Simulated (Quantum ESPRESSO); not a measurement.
# CaO (Lime): the LO frequency by hand

Wanted: the LO mode of CaO (Lime) from the TO mode and the field response.

Method: DFT LDA, scalar-relativistic, plane waves, PseudoDojo norm-conserving pseudopotentials, in Quantum ESPRESSO 7.5.

### 1. Set-up

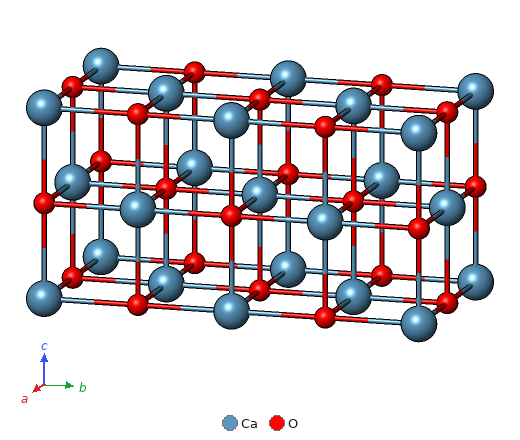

The starting structure, seen slightly off an axis (calcium blue, oxygen red). 1×2×1 cells are drawn. This picture shows the conventional cell, with its axes. Some periodic images of atoms are drawn too.

Coordinates:

```
CELL_PARAMETERS angstrom
-2.35206 0.00000 2.35206
0.00000 2.35206 2.35206
-2.35206 2.35206 0.00000
ATOMIC_POSITIONS crystal
Ca 0.00000 0.00000 0.00000
O 0.50000 0.50000 0.50000
```

This is the cell after its relaxation at this level of theory, not the database cell from which that began.

### 2. What the response run gave

A linear-response run on the relaxed cell, with the response to an electric field; only its zone-centre results are used. Cutoff 92 Ry, k mesh 8×8×8.

Output:

```text
[banners, grids, parts of the stress and lines that vanish by symmetry left out]
Program PHONON v.7.5
     Reading xml data from directory:

[...]
Exchange-correlation= PW
                           (   1   4   0   0   0   0   0)
[...]
kinetic-energy cut-off    =      92.0000  Ry
     charge density cut-off    =     368.0000  Ry
     convergence threshold     =      1.0E-18
[...]
Exchange-correlation= PW
                           (   1   4   0   0   0   0   0)
[...]
q = (   0.0000000   0.0000000   0.0000000 )
     49 Sym.Ops. (with q -> -q+G )
     G cutoff =  368.3103  (  20875 G-vectors)     FFT grid: ( 40, 40, 40)
     number of k points=    29
[...]
Mode symmetry, O_h (m-3m)  point group:
[...]
Dielectric constant
[...]
End of electric fields calculation
          Dielectric constant in cartesian axis
          (       3.869328008      -0.000000000      -0.000000000 )
          (      -0.000000000       3.869328008      -0.000000000 )
          (      -0.000000000      -0.000000000       3.869328008 )
          Effective charges (d Force / dE) in cartesian axis without acoustic sum rule applied (asr)
           atom    1  Ca    Mean Z*:        2.37862
      Ex  (        2.37862       -0.00000       -0.00000 )
      Ey  (       -0.00000        2.37862        0.00000 )
      Ez  (       -0.00000        0.00000        2.37862 )
           atom    2  O     Mean Z*:       -2.37847
      Ex  (       -2.37847       -0.00000       -0.00000 )
      Ey  (       -0.00000       -2.37847        0.00000 )
      Ez  (       -0.00000        0.00000       -2.37847 )
          Effective charges Sum: Mean:        0.00015
[...]
Effective charges (d Force / dE) in cartesian axis with asr applied:
           atom    1  Ca    Mean Z*:        2.37854
[...]
atom    2  O     Mean Z*:       -2.37854
[...]
Representation #   1 modes #   1   2   3
[...]
End of self-consistent calculation
     Convergence has been achieved
     Representation #   2 modes #   4   5   6
[...]
End of self-consistent calculation
     Convergence has been achieved
[...]
Dielectric constant in cartesian axis
          (       3.869328008      -0.000000000      -0.000000000 )
          (      -0.000000000       3.869328008      -0.000000000 )
          (      -0.000000000      -0.000000000       3.869328008 )
          Effective charges (d Force / dE) in cartesian axis without acoustic sum rule applied (asr)
           atom    1  Ca    Mean Z*:        2.37862
      Ex  (        2.37862       -0.00000       -0.00000 )
      Ey  (       -0.00000        2.37862        0.00000 )
      Ez  (       -0.00000        0.00000        2.37862 )
           atom    2  O     Mean Z*:       -2.37847
      Ex  (       -2.37847       -0.00000       -0.00000 )
      Ey  (       -0.00000       -2.37847        0.00000 )
      Ez  (       -0.00000        0.00000       -2.37847 )
          Effective charges Sum: Mean:        0.00015
[...]
Effective charges (d Force / dE) in cartesian axis with asr applied:
           atom    1  Ca    Mean Z*:        2.37854
[...]
atom    2  O     Mean Z*:       -2.37854
[...]
q = (    0.000000000   0.000000000   0.000000000 )
[...]
freq (    1) =      -0.028903 [THz] =      -0.964104 [cm-1]
     freq (    2) =      -0.028903 [THz] =      -0.964104 [cm-1]
     freq (    3) =      -0.028903 [THz] =      -0.964104 [cm-1]
     freq (    4) =       8.720098 [THz] =     290.871154 [cm-1]
     freq (    5) =       8.720098 [THz] =     290.871154 [cm-1]
     freq (    6) =       8.720098 [THz] =     290.871154 [cm-1]
[...]
Mode symmetry, O_h (m-3m)  point group:
     freq (   1-   3) =         -1.0  [cm-1]   --> T_1u G_15  G_4- I
     freq (   4-   6) =        290.9  [cm-1]   --> T_1u G_15  G_4- I

   JOB DONE.
```

```csv
quantity,value
cell volume Ω (Å³),26.024
mass of Ca (u),40.078
mass of O (u),15.999
"Born charge of Ca, raw (e)",2.379
"Born charge of O, raw (e)",-2.378
ε∞,3.869
ω(TO) after the sum rule (cm⁻¹),290.9
```

### 3. The calculation

The charges must sum to zero over the cell; taking off their mean, 0.000 e, leaves Z* = 2.379 e on Ca. In the polar mode Ca moves against O, so the reduced mass is μ = 40.08 × 16.00 / 56.08 = 11.434 u.

A longitudinal wave builds up a field that adds to the restoring force: ω(LO)² = ω(TO)² + 4π Z*² / (μ Ω ε∞), in Hartree atomic units. With μ = 20844 electron masses and Ω = 175.62 bohr³ the second term is 5.0194e-06 Ha², or 241781 cm⁻² (1 Ha = 219474.6 cm⁻¹).

So ω(LO) = √(84611 + 241781) = 571.3 cm⁻¹, and by the Lyddane-Sachs-Teller relation ε₀ = ε∞ (ω(LO)/ω(TO))² = 14.93.

### 4. Check against the program

The analysis program adds the same non-analytic term to the full matrix, here for q along (1 0 0).

Output:

```text
[banner, memory and clock lines left out]
Program DYNMAT v.7.5

     Reading Dynamical Matrix from file g.dyn
     ...Force constants read
     ...epsilon and Z* read

     Polarizability (A^3 units)
     multiply by 0.511132 for Clausius-Mossotti correction
         5.942201   -0.000000   -0.000000
        -0.000000    5.942201   -0.000000
        -0.000000   -0.000000    5.942201

     IR activities are in (D/A)^2/amu units

# mode   [cm-1]    [THz]      IR
    1     -0.00   -0.0000    0.0000
    2     -0.00   -0.0000    0.0000
    3      0.00    0.0000    0.0000
    4    290.88    8.7204   11.4150
    5    290.88    8.7204   11.4150
    6    571.31   17.1273   11.4150
```

ε₀ comes from the program's run without a direction of q.

```csv
quantity,by hand,program
ω(LO) (cm⁻¹),571.3,571.3
ε₀,14.93,14.93
```

### 5. Outcome

- TO mode: 290.9 cm⁻¹
- LO mode: 571.3 cm⁻¹
- static dielectric constant: 14.93

The LO mode of CaO (Lime) lies at 571 cm⁻¹, 280 cm⁻¹ above the TO mode; the formula meets the program within 0.1 cm⁻¹, as it must for a cubic crystal with one polar mode. ω(LO)² − ω(TO)² goes with Z*²/ε∞: an error of 5 % in ε∞ would move the LO mode by 10.2 cm⁻¹, and semilocal functionals tend to overestimate ε∞. These are harmonic values at zero temperature, at the volume of this functional, for the structure held cubic; stability elsewhere in the zone is no part of this calculation.

[Host names and launcher messages were left out of these logs when they were recorded.]

[Logs are printed without paths, hosts, clocks, repeated set-up lines and the standing remarks that a program may print on its own settings, such as how far it seeks lower states.]

[Hosts, paths, dates, database ids (printed as entryN), source tags and the programs' standing remarks are cut or masked in the printed files.]
